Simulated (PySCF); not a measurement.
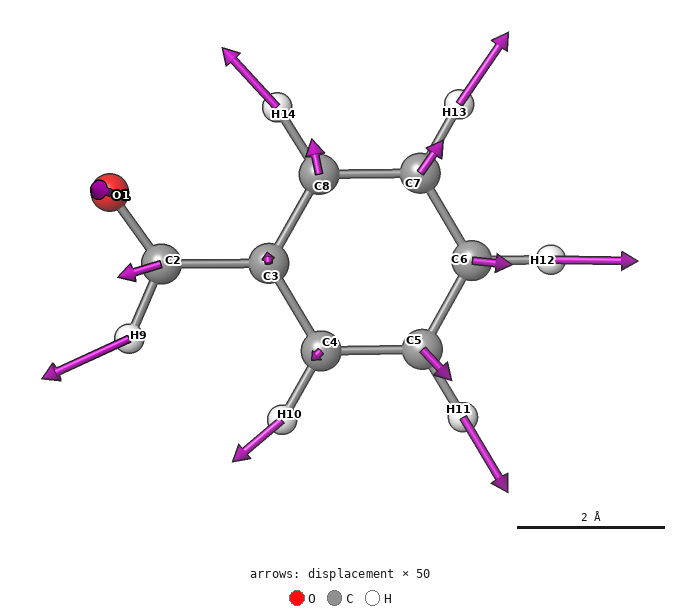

A relaxation of C7H6O. The starting structure is drawn; purple arrows show the displacements, magnified 50 times. The two geometries are superimposed by the best rigid fit.

A ball-and-stick model, seen face on.

The start comes from GFN2-xTB.

Method: PBE0-D3(BJ)/def2-SVP geometry optimisation, gas phase (PySCF 2.14.0, density-fitted response routines). 

> Describe the change and its energy.

The atom that moves furthest after the best rigid fit is H9 (0.027 Å). By element the largest moves are H 0.027 Å, C 0.013 Å, O 0.011 Å. Some distances before and after: C4–H10 1.081 → 1.094 Å, C2–C3 1.467 → 1.479 Å, C2–H9 1.110 → 1.121 Å, C4–C5 1.382 → 1.393 Å. The energy falls by 3.10 kJ/mol in 3 geometry steps. Largest force component: 0.46 eV/Å at the start, 0.021 eV/Å at the end.
